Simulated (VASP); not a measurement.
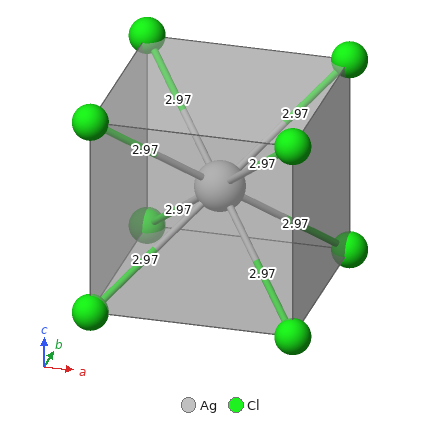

The AgCl8 unit about Ag in AgCl. Origin: a cell listed in the Materials Project, as set up for an electronic-structure calculation.

AgCl, space group Pm-3m (No. 221), a = 3.434 Å, b = 3.434 Å, c = 3.434 Å, α = 90.00°, β = 90.00°, γ = 90.00°

```
site  Wyckoff       x       y       z
  Ag       1a  0.0000  0.0000  0.0000
  Cl       1b  0.5000  0.5000  0.5000
```

Compute the usual distortion measures of this polyhedron.

It is closest to the cube.

```
                                      measure     value
                             mean bond length   2.974 Å
          bond-length distortion index (Baur)     0.000
        effective coordination number (Hoppe)      8.00
               shape measure against the cube      0.00
shape measure against the hexagonal bipyramid      8.39
          centre off the ligands' centroid by    0.00 Å
                            polyhedral volume  40.49 Å³
```
